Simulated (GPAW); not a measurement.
# Near-edge structure at the B K edge of a BP monolayer, part 2 of 2

Aim: the polarisation-dependent near-edge structure of a BP monolayer.

GPAW 26.7.0; X-ray absorption from dipole matrix elements to empty bands, plane-wave PAW PBE.

So far. Step 3 (Ground state of the crystal): The mesh shows a gap of 0.89 eV. The excited electron is kept all the same, which keeps the cell neutral.

**5. Spectrum with XCH, B atom 1**

The holes are 8.5 Å apart. In GPAW the data set carries the hole's charge, so charge=0 means a charged cell and charge=-1 a neutral one. The excited electron is kept in the cell, where it fills the lowest empty states and screens the hole. After the field has converged, empty bands are computed with the density fixed and the dipole matrix elements are summed.

The absorber has 3 P at 1.85 Å (trigonal planar).

The input, xas.py:

```python
import numpy as np
from ase import Atoms
from ase.parallel import parprint, paropen
from gpaw import GPAW, PW, FermiDirac, Mixer, MixerDif, setup_paths
from gpaw.test import gen
setup_paths.insert(0, '.')
gen('B', name='fch1s', xcname='PBE', corehole=(1, 0, 1), write_xml=True)
from gpaw.mpi import world
world.barrier()

atoms = Atoms('B7P7',
    cell=[[-8.025, 2.77994155, 0],
     [1.605, -8.33982464, 0],
     [0, 0, 10.4]],
    scaled_positions=[[0, 0, 0.5],
     [0.4285714, 0.1428571, 0.5],
     [0.8571429, 0.2857143, 0.5],
     [0.2857143, 0.4285714, 0.5],
     [0.7142857, 0.5714286, 0.5],
     [0.1428571, 0.7142857, 0.5],
     [0.5714286, 0.8571429, 0.5],
     [0.7619048, 0.8095238, 0.5],
     [0.1904762, 0.952381, 0.5],
     [0.6190476, 0.0952381, 0.5],
     [0.047619, 0.2380952, 0.5],
     [0.4761905, 0.3809524, 0.5],
     [0.9047619, 0.5238095, 0.5],
     [0.3333333, 0.6666667, 0.5]],
    pbc=True)
atoms.calc = calc = GPAW(legacy_gpaw=True, mode=PW(400, force_complex_dtype=True), xc='PBE', setups={0: 'fch1s'},
    kpts={'size': (3, 3, 1), 'gamma': True}, occupations=FermiDirac(0.04),
    charge=-1, mixer=Mixer(0.05, 8, 50), maxiter=150,
    convergence={'density': 0.0001, 'eigenstates': 1e-6}, txt='scf.txt')
energy = atoms.get_potential_energy() + calc.get_reference_energy()
ef = calc.get_fermi_level()
out = dict(energy=energy, fermi=ef, forces=atoms.get_forces().tolist())
parprint(f'all-electron energy {energy:.4f} eV, Fermi level {ef:.4f} eV')
ev = np.array([[calc.get_eigenvalues(k, s) for k in range(len(calc.get_ibz_k_points()))] for s in range(calc.get_number_of_spins())])
out['homo'], out['lumo'], out['counts'] = ev[ev < ef].max(), ev[ev > ef].min(), sorted(set((ev < ef).sum((0, 2)).tolist()))
out['filled'] = (ev[:, 0] < ef).sum(1).tolist()

from ase.units import Ha
from gpaw.xas import dipole_matrix_elements
nb = int(calc.get_number_of_electrons() / 2) + 182
top, nb = nb, nb + 8 + nb // 12
nscf = calc.fixed_density(kpts={'size': (3, 3, 1), 'gamma': True}, nbands=nb,
    convergence={'bands': top, 'eigenstates': 5e-3}, maxiter=60, txt='nscf.txt')
cell = atoms.cell.array
ops = [cell.T @ U.T @ np.linalg.inv(cell.T) for U in nscf.wfs.kd.symmetry.op_scc]
filled = [28]  # bands filled in the ground state, by spin
E = np.arange(-6, 28, 0.1)
fwhm = np.interp(E, [4, 25], [0.9, 3.5])
Y, X, zero, highest = 0, 0, 1e9, 1e9
for spin in range(nscf.get_number_of_spins()):
    wfs = nscf.wfs
    mine = wfs.bd.get_slice()  # this rank's bands
    A = dipole_matrix_elements(wfs.setups[0])
    eps = np.zeros((wfs.kd.nibzkpts, nb))
    d = np.zeros((3, A.shape[1], wfs.kd.nibzkpts, nb), complex)
    for kpt in wfs.kpt_u:
        if kpt.s == spin and 0 in kpt.P_ani:
            eps[kpt.k, mine] = kpt.eps_n * Ha
            d[:, :, kpt.k, mine] = (kpt.weight * wfs.nspins / 2) ** 0.5 * np.inner(A, kpt.P_ani[0])
    world.sum(eps)
    world.sum(d)
    T = np.einsum('amkn,bmkn->abkn', d, d.conj()).real
    T = sum(np.einsum('ai,ijkn,bj->abkn', R, T, R) for R in ops) / len(ops)
    empty = np.ones_like(eps, bool) & (np.arange(nb) >= filled[spin])
    zero, highest = min(zero, eps[empty].min()), min(highest, eps[:, top - 1].min())
    lines = [(eps, T, empty)] if spin == 0 else lines + [(eps, T, empty)]
for eps, T, empty in lines:
    f = np.einsum('aakn->akn', T).reshape(3, -1)
    x = eps.ravel() - zero
    w = np.interp(x, E, fwhm) / 2.35482
    g = np.exp(-0.5 * ((E[:, None] - x) / w) ** 2) / (w * (2 * np.pi) ** 0.5)
    Y = Y + (f * empty.ravel()) @ g.T
    X = X + (f * ~empty.ravel()) @ g.T
out.update(E=E.round(2).tolist(), xas=Y.tolist(), xes=X.tolist(), zero=zero, valid=highest - zero, nk=len(eps), nb=nb)
for i in range(0, len(E), 10):
    parprint(f'{E[i]:7.2f}', *(f'{v:10.3e}' for v in Y[:, i]))
import json
with paropen('out.json', 'w') as f:
    json.dump(out, f)
```

Launch:

```
$ OMP_NUM_THREADS=1 mpirun -n 4 gpaw python xas.py
```

Numbers of over 12 decimals in the logs are rounded to 6 here.

Output:

```text
Input parameters:
  charge: -1
  convergence: {density: 0.0001,
                eigenstates: 1e-06}
  kpts: {gamma: True,
         size: (3, 3, 1)}
  maxiter: 150
  mixer: {backend: pulay,
          beta: 0.05,
          method: separate,
          nmaxold: 8,
          weight: 50}
  mode: {ecut: 400.0,
         force_complex_dtype: True,
         name: pw}
  occupations: {fixmagmom: False,
                name: fermi-dirac,
                width: 0.04}
  setups: {0: fch1s}
  xc: PBE

Initialize ...

[... PAW data sets ...]

Reference energy: -69599.748244  # eV

Spin-paired calculation

[... convergence settings ...]
Symmetries present (total): 2
  [... symmetry matrices ...]

9 k-points: 3 x 3 x 1 Monkhorst-Pack grid
5 k-points in the irreducible part of the Brillouin zone
       k-points in crystal coordinates                weights
   0:     0.00000000    0.00000000    0.00000000          1/9
   1:     0.00000000    0.33333333    0.00000000          2/9
   2:     0.33333333   -0.33333333    0.00000000          2/9
   3:     0.33333333    0.00000000    0.00000000          2/9
   4:     0.33333333    0.33333333    0.00000000          2/9

Wave functions: Plane wave expansion
  Cutoff energy: 400.000 eV
  Number of coefficients (min, max): 11766, 11788
  Pulay-stress correction: 0.000000 eV/Ang^3 (de/decut=0.000000)
  Using FFTW library
  Wavefunction extrapolation:
    Improved wavefunction reuse through dual PAW basis

Occupation numbers: Fermi-Dirac:
  width: 0.0400  # eV

Eigensolver
   Davidson(niter=2)

Densities:
  Coarse grid: 40*40*48 grid
  Fine grid: 80*80*96 grid
  Total Charge: 0.000000

Density mixing:
  Method: separate
  Backend: pulay
  Linear mixing parameter: 0.05
  old densities: 8
  Width of damping distribution: 1.1
  Damping of long wavelength oscillations: 50

[... Hamiltonian set-up ...]
Number of atoms: 14
Number of atomic orbitals: 56
Number of bands in calculation: 39
Number of valence electrons: 57
Bands to converge: occupied

... initialized

Initializing position-dependent things.

Density initialized from atomic densities
Creating initial wave functions:
  39 bands from LCAO basis set

            B    P  B       B

           P  B    P  B    P
             P       P
                B        B
                       P

Atomic positions and initial magnetic moments

Positions:
   0 B      0.000000    0.000000    5.200000    ( 0.0000,  0.0000,  0.0000)
   1 B     -3.210000    0.000000    5.200000    ( 0.0000,  0.0000,  0.0000)
   2 B     -6.420000    0.000000    5.200000    ( 0.0000,  0.0000,  0.0000)
   3 B     -1.605000   -2.779941    5.200000    ( 0.0000,  0.0000,  0.0000)
   4 B     -4.815000   -2.779942    5.200000    ( 0.0000,  0.0000,  0.0000)
   5 B      0.000000   -5.559883    5.200000    ( 0.0000,  0.0000,  0.0000)
   6 B     -3.210000   -5.559883    5.200000    ( 0.0000,  0.0000,  0.0000)
[...]
11 P     -3.210000   -1.853294    5.200000    ( 0.0000,  0.0000,  0.0000)
  12 P     -6.420000   -1.853294    5.200000    ( 0.0000,  0.0000,  0.0000)
  13 P     -1.605000   -4.633236    5.200000    ( 0.0000,  0.0000,  0.0000)

Unit cell:
           periodic     x           y           z      points  spacing
  1. axis:    yes   -8.025000    2.779942    0.000000    40     0.1839
  2. axis:    yes    1.605000   -8.339825    0.000000    40     0.1839
  3. axis:    yes    0.000000    0.000000   10.400000    48     0.2167

  Lengths:   8.492862   8.492862  10.400000
  Angles:   90.000000  90.000000 120.000000

Effective grid spacing dv^(1/3) = 0.2038

iter:   1  -111.264300
iter:   2  -107.403664   -0.75  -0.70
iter:   3   -99.168190   -0.87  -0.72
iter:   4   -98.461011   -1.62  -0.92
iter:   5   -97.985899   -1.79  -1.04
iter:   6   -97.958631   -1.97  -1.25
iter:   7   -97.904781   -2.29  -1.40
iter:   8   -97.915874   -2.64  -1.90
iter:   9   -97.923172c  -3.42  -1.83
iter:  10   -97.871119   -2.89  -1.79
iter:  11   -97.871753   -4.05  -2.53
iter:  12   -97.873493c  -3.67  -2.54
iter:  13   -97.870105c  -3.97  -2.39
iter:  14   -97.870121c  -4.60  -2.89
iter:  15   -97.870557c  -4.96  -2.95
iter:  16   -97.869920c  -4.82  -2.77
iter:  17   -97.869936c  -6.15c -3.26
iter:  18   -97.869983c  -5.89  -3.26
iter:  19   -97.869906c  -5.27  -3.21
iter:  20   -97.869902c  -6.57c -3.67
iter:  21   -97.869900c  -6.82c -3.89
iter:  22   -97.869900c  -7.87c -4.06c

Converged after 22 iterations.

Dipole moment: (6.246657, -7.213028, 0.000000) |e|*Ang

Energy contributions relative to reference atoms: (reference = -69599.748244)

Kinetic:        +89.703402
Potential:      -89.636902
External:        +0.000000
XC:             -97.769010
Entropy (-ST):   -0.036225
Local:           -0.149278
SIC:             +0.000000
--------------------------
Free energy:    -97.888012
Extrapolated:   -97.869900

Showing only first 2 kpts
 Kpt  Band  Eigenvalues  Occupancy
  0    26     -3.74355    2.00000
  0    27     -3.74355    2.00000
  0    28     -0.06992    0.00000
  0    29      1.06662    0.00000

  1    26     -3.00304    2.00000
  1    27     -2.61142    2.00000
  1    28     -0.90811    0.83336
[...]
Fermi level: -0.92156

No gap
No difference between direct/indirect transitions

Forces in eV/Ang:
  0 B     0.00012    0.00014    0.00000
  1 B     0.17113    0.00771    0.00000
  2 B    -0.09229    0.14415    0.00000
  3 B     0.09560    0.30614    0.00000
  4 B    -0.07880   -0.15206    0.00000
  5 B     0.21741   -0.23590    0.00000
  6 B    -0.31308   -0.07027    0.00000
[...]
11 P    -0.08257   -0.29182    0.00000
 12 P    -0.21162    0.21766    0.00000
 13 P     0.00005   -0.00001    0.00000
Scalar-relativistic atomic PBE calculation for B (Boron, Z=5)
Core hole in 1s state (1s occupation: 1.0)
300 radial gridpoints.
|------------------------------------------------|
|------------------------------------------------|
[... the atom generator's iteration count ...]

Energy contributions:
-------------------------
Kinetic:      +16.923827
XC:            -2.446370
Potential:    -31.470903
-------------------------
Total:        -16.993446

state      eigenvalue         ekin         rmax
-----------------------------------------------
1s^1.0 :    -8.619813    12.014061        0.202
2s^2.0 :    -0.872538     1.686908        1.272
2p^1.0 :    -0.649578     1.535951        1.118
-----------------------------------------------
(units: Bohr and Hartree)

Generating PAW setup
Kinetic energy of the core from tauc = 12.018096
Cutoffs:
rc(s)=1.200
rc(p)=1.200
rc(d)=1.200
rc(vbar)=1.080
rc(comp)=1.200
rc(nct)=1.200

Kinetic energy of the core states: 12.014061
Charge: 1.0
Core electrons: 1.0
Valence electrons: 3.0
Pseudo-core charge: 0.035742
Shape function alpha=6.944
Pseudo-electron charge 3.043936
state    eigenvalue         norm
--------------------------------
2s(2) :    -0.872538     1.031866
*s    :     0.127462
2p(1) :    -0.649578     0.944462
*p    :     0.350422
*d    :     0.000000
--------------------------------

Diagonalizing with gridspacing h=0.050

state   all-electron     PAW
-------------------------------
2s:      -0.872538    -0.873275
2p:      -0.649578    -0.650581
*d:                   -0.077574
*f:                   -0.014711
-------------------------------
all-electron energy -69697.6181 eV, Fermi level -0.9216 eV
[...]
25.00  4.001e-04  4.034e-04  1.411e-04
  26.00  2.993e-04  3.035e-04  1.029e-04
  27.00  1.712e-04  1.747e-04  6.213e-05
```

The job ended after 2.3 min (4 MPI ranks of Arm Neoverse V1, shared host; peak memory 0.42 GiB).

The B K spectrum, B atom 1, excited-electron core hole (neutral cell) (energy from the bottom of the conduction band, which holds the excited electron; intensity scaled to a mean of 1 over the first 20 eV):

| E (eV) | isotropic | ε ∥ x | ε ∥ z |
| --- | --- | --- | --- |
| -2.0 | 0.00 | 0.00 | 0.00 |
| -0.5 | 0.20 | 0.00 | 0.60 |
| 1.0 | 1.03 | 0.00 | 3.08 |
| 2.5 | 1.22 | 1.28 | 1.09 |
| 4.0 | 1.18 | 1.42 | 0.70 |
| 5.5 | 1.03 | 1.34 | 0.42 |
| 7.0 | 1.18 | 1.17 | 1.20 |
| 8.5 | 0.99 | 1.26 | 0.44 |
| 10.0 | 1.06 | 1.20 | 0.76 |
| 11.5 | 1.07 | 1.07 | 1.08 |
| 13.0 | 0.90 | 0.72 | 1.26 |
| 14.5 | 0.63 | 0.57 | 0.74 |
| 16.0 | 0.84 | 0.95 | 0.60 |
| 17.5 | 0.94 | 1.14 | 0.55 |
| 19.0 | 0.65 | 0.65 | 0.66 |
| 20.5 | 0.61 | 0.54 | 0.73 |

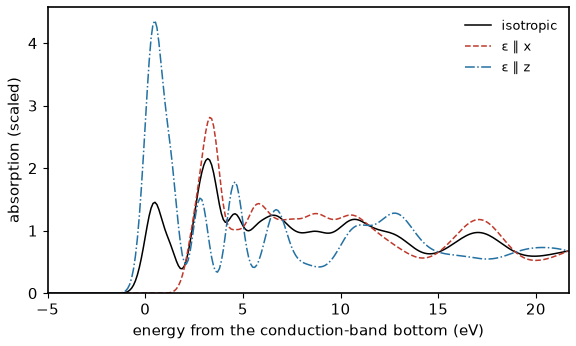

The B K edge, B atom 1, excited-electron core hole (neutral cell): main maxima at 0.5, 3.2 and 4.6 eV.

Main maxima below 21 eV (height): 0.5 eV (1.45), 3.2 eV (2.15), 4.6 eV (1.27), 6.6 eV (1.25), 10.7 eV (1.18) and 17.0 eV (0.97). A K edge sees empty p states; at this planar three-fold site the curve for the electric vector normal to the plane peaks at 0.5 eV, where it is mainly π* that absorbs: that direction carries over 70 % of the weight there.

The total-energy difference is 193.88 eV. One term is added: -5.59 eV, since the hole is spin-paired here and a spin-polarised one costs that much less in the free atom (computed apart). The photon energy is then 188.29 eV. The functional leaves an error of a few eV in such absolute values.

**6. Cell without a hole, the energy reference**

The absorbing element, whose data set is made anew, changes for the next run, so it gets a reference energy of its own.

The input, scf.py:

```python
import numpy as np
from ase import Atoms
from ase.parallel import parprint, paropen
from gpaw import GPAW, PW, FermiDirac, Mixer, MixerDif, setup_paths
from gpaw.test import gen
setup_paths.insert(0, '.')
gen('P', name='nch1s', xcname='PBE', corehole=(1, 0, 0), write_xml=True)
from gpaw.mpi import world
world.barrier()

atoms = Atoms('B7P7',
    cell=[[-8.025, 2.77994155, 0],
     [1.605, -8.33982464, 0],
     [0, 0, 10.4]],
    scaled_positions=[[0, 0, 0.5],
     [0.4285714, 0.1428571, 0.5],
     [0.8571429, 0.2857143, 0.5],
     [0.2857143, 0.4285714, 0.5],
     [0.7142857, 0.5714286, 0.5],
     [0.1428571, 0.7142857, 0.5],
     [0.5714286, 0.8571429, 0.5],
     [0.7619048, 0.8095238, 0.5],
     [0.1904762, 0.952381, 0.5],
     [0.6190476, 0.0952381, 0.5],
     [0.047619, 0.2380952, 0.5],
     [0.4761905, 0.3809524, 0.5],
     [0.9047619, 0.5238095, 0.5],
     [0.3333333, 0.6666667, 0.5]],
    pbc=True)
atoms.calc = calc = GPAW(legacy_gpaw=True, mode=PW(400, force_complex_dtype=True), xc='PBE', setups={7: 'nch1s'},
    kpts={'size': (3, 3, 1), 'gamma': True}, occupations=FermiDirac(0.02),
    charge=0, mixer=Mixer(0.05, 8, 50), maxiter=150,
    convergence={'density': 0.0001, 'eigenstates': 1e-6}, txt='scf.txt')
energy = atoms.get_potential_energy() + calc.get_reference_energy()
ef = calc.get_fermi_level()
out = dict(energy=energy, fermi=ef, forces=atoms.get_forces().tolist())
parprint(f'all-electron energy {energy:.4f} eV, Fermi level {ef:.4f} eV')
ev = np.array([[calc.get_eigenvalues(k, s) for k in range(len(calc.get_ibz_k_points()))] for s in range(calc.get_number_of_spins())])
out['homo'], out['lumo'], out['counts'] = ev[ev < ef].max(), ev[ev > ef].min(), sorted(set((ev < ef).sum((0, 2)).tolist()))
out['filled'] = (ev[:, 0] < ef).sum(1).tolist()
import json
with paropen('out.json', 'w') as f:
    json.dump(out, f)
```

Launch:

```
$ OMP_NUM_THREADS=1 mpirun -n 4 gpaw python scf.py
```

Output:

```text
Input parameters:
  convergence: {density: 0.0001,
                eigenstates: 1e-06}
  kpts: {gamma: True,
         size: (3, 3, 1)}
  maxiter: 150
  mixer: {backend: pulay,
          beta: 0.05,
          method: separate,
          nmaxold: 8,
          weight: 50}
  mode: {ecut: 400.0,
         force_complex_dtype: True,
         name: pw}
  occupations: {fixmagmom: False,
                name: fermi-dirac,
[...]
3s(2) :    -0.513310     1.123125
*s    :     0.486690
3p(3) :    -0.202354     1.007558
*p    :     0.797646
*d    :     0.000000
--------------------------------

Diagonalizing with gridspacing h=0.050

state   all-electron     PAW
-------------------------------
3s:      -0.513310    -0.513614
3p:      -0.202354    -0.202609
*d:                    0.037583
*f:                    0.071811
-------------------------------
all-electron energy -69891.5018 eV, Fermi level -1.3709 eV
[key lines of the parts left out:]
Converged after 17 iterations.
Dipole moment: (6.108790, -7.053826, 0.000000) |e|*Ang
Free energy:    -84.678906
Fermi level: -1.37090
```

Elapsed: 25 s, on 4 MPI ranks; peak memory 0.26 GiB.

Reference energy: -69891.502 eV with the cores included.

**7. Spectrum with XCH, P atom 8**

The holes are 8.5 Å apart. The excited electron is kept in the cell, where it fills the lowest empty states and screens the hole. After the field has converged, empty bands are computed with the density fixed and the dipole matrix elements are summed.

The absorber has 3 B at 1.85 Å (trigonal planar).

Changes to xas.py since step 5:

```diff
@@ -6,3 +6,3 @@
 setup_paths.insert(0, '.')
-gen('B', name='fch1s', xcname='PBE', corehole=(1, 0, 1), write_xml=True)
+gen('P', name='fch1s', xcname='PBE', corehole=(1, 0, 1), write_xml=True)
 from gpaw.mpi import world
@@ -29,3 +29,3 @@
     pbc=True)
-atoms.calc = calc = GPAW(legacy_gpaw=True, mode=PW(400, force_complex_dtype=True), xc='PBE', setups={0: 'fch1s'},
+atoms.calc = calc = GPAW(legacy_gpaw=True, mode=PW(400, force_complex_dtype=True), xc='PBE', setups={7: 'fch1s'},
     kpts={'size': (3, 3, 1), 'gamma': True}, occupations=FermiDirac(0.04),
@@ -56,3 +56,3 @@
     mine = wfs.bd.get_slice()  # this rank's bands
-    A = dipole_matrix_elements(wfs.setups[0])
+    A = dipole_matrix_elements(wfs.setups[7])
     eps = np.zeros((wfs.kd.nibzkpts, nb))
@@ -60,5 +60,5 @@
     for kpt in wfs.kpt_u:
-        if kpt.s == spin and 0 in kpt.P_ani:
+        if kpt.s == spin and 7 in kpt.P_ani:
             eps[kpt.k, mine] = kpt.eps_n * Ha
-            d[:, :, kpt.k, mine] = (kpt.weight * wfs.nspins / 2) ** 0.5 * np.inner(A, kpt.P_ani[0])
+            d[:, :, kpt.k, mine] = (kpt.weight * wfs.nspins / 2) ** 0.5 * np.inner(A, kpt.P_ani[7])
     world.sum(eps)
```

Launch:

```
$ OMP_NUM_THREADS=1 mpirun -n 4 gpaw python xas.py
```

Output:

```text
Input parameters:
  charge: -1
  convergence: {density: 0.0001,
                eigenstates: 1e-06}
  kpts: {gamma: True,
         size: (3, 3, 1)}
  maxiter: 150
  mixer: {backend: pulay,
          beta: 0.05,
          method: separate,
          nmaxold: 8,
          weight: 50}
  mode: {ecut: 400.0,
         force_complex_dtype: True,
         name: pw}
  occupations: {fixmagmom: False,
[...]
*p    :     0.377436
*d    :     0.000000
--------------------------------

Diagonalizing with gridspacing h=0.050

state   all-electron     PAW
-------------------------------
3s:      -0.985623    -0.986051
3p:      -0.622564    -0.622827
*d:                   -0.149877
*f:                   -0.018076
-------------------------------
all-electron energy -67735.3673 eV, Fermi level -0.6325 eV
[...]
26.00  1.326e-06  1.377e-06  8.936e-07
  27.00  7.019e-07  7.461e-07  4.354e-07
[key lines of the parts left out:]
Converged after 19 iterations.
Dipole moment: (5.737161, -7.254937, 0.000000) |e|*Ang
Free energy:    -94.590771
Fermi level: -0.63246
```

The job ended after 2.2 min (4 MPI ranks; peak memory 0.42 GiB; 8.6 min of CPU time).

The P K spectrum, P atom 8, excited-electron core hole (neutral cell) (energy from the bottom of the conduction band, which holds the excited electron; intensity scaled to a mean of 1 over the first 20 eV):

| E (eV) | isotropic | ε ∥ x | ε ∥ z |
| --- | --- | --- | --- |
| -2.0 | 0.00 | 0.00 | 0.00 |
| -0.5 | 0.03 | 0.00 | 0.08 |
| 1.0 | 0.60 | 0.01 | 1.77 |
| 2.5 | 1.18 | 1.10 | 1.34 |
| 4.0 | 1.27 | 1.35 | 1.12 |
| 5.5 | 1.45 | 1.93 | 0.51 |
| 7.0 | 1.12 | 1.32 | 0.72 |
| 8.5 | 0.93 | 1.24 | 0.32 |
| 10.0 | 0.77 | 0.84 | 0.63 |
| 11.5 | 0.59 | 0.53 | 0.71 |
| 13.0 | 0.80 | 0.70 | 0.99 |
| 14.5 | 1.31 | 1.65 | 0.63 |
| 16.0 | 1.72 | 2.25 | 0.65 |
| 17.5 | 1.20 | 1.45 | 0.69 |
| 19.0 | 0.73 | 0.68 | 0.82 |
| 20.5 | 0.67 | 0.54 | 0.91 |

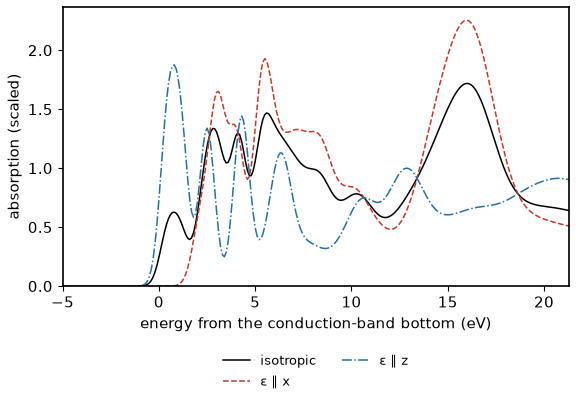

The P K edge, P atom 8, excited-electron core hole (neutral cell): main maxima at 2.8, 5.6 and 16.0 eV.

Main maxima below 20 eV (height): 0.8 eV (0.63), 2.8 eV (1.34), 4.1 eV (1.30), 5.6 eV (1.47), 10.3 eV (0.78) and 16.0 eV (1.72). A K edge sees empty p states; at this planar three-fold site the curve for the electric vector normal to the plane peaks at 0.8 eV, where it is mainly π* that absorbs: that direction carries over 70 % of the weight there.

The total-energy difference is 2156.13 eV. One term is added: -15.96 eV, since the hole is spin-paired here and a spin-polarised one costs that much less in the free atom (computed apart). The photon energy is then 2140.17 eV. The functional leaves an error of a few eV in such absolute values.

**8. Summary of results**

```yaml
absorber_and_edge: B K, atom 1 of the ground-state input (counted from 1)
surroundings: 3 P at 1.85 Å (trigonal planar)
highest_intensity_below_16_ev: 3.2 eV above the zero, height 2.15
photon_energy_of_the_zero_with_the_added_terms: 188.3 eV (raw 193.9 eV; uncertain by a few eV)
```

The B K edge of atom 1, with 3 P at 1.85 Å (trigonal planar), has its highest intensity of the first 16 eV at 3.2 eV above the zero, near 191 eV in photon energy (uncertain by a few eV), 2.2 times the mean level of the first 20 eV (Gaussian full width 0.9 eV up to 4 eV, rising linearly to 3.5 eV at 25 eV). At the B K edge of atom 1 polarisation matters most near 0.5 eV, where the curves differ by 4.4 on this scale. Some eV above the zero the states pass the vacuum level, and features normal to the sheet may then be states of the box. The mesh is coarse (0.28 Å⁻¹ between points), so small maxima may be mesh ripples.

[Banner, clock and machine lines of the logs are left out without a mark of their own.]

[Logs are printed without paths, hosts, clocks, repeated set-up lines and the standing remarks that a program may print on its own settings, such as how far it seeks lower states.]

[Hosts, paths, dates, database ids (printed as entryN), source tags and the programs' standing remarks are cut or masked in the printed files.]

[Lists of maxima count a maximum above −3 eV only where it reaches 4 % of the highest in the window and stands out from its surroundings by 2 % of it (1.5 % where it reaches 55 %); shoulders and weaker maxima are passed over, and of the rest the first, up to two pre-edge ones and the few strongest are named.]
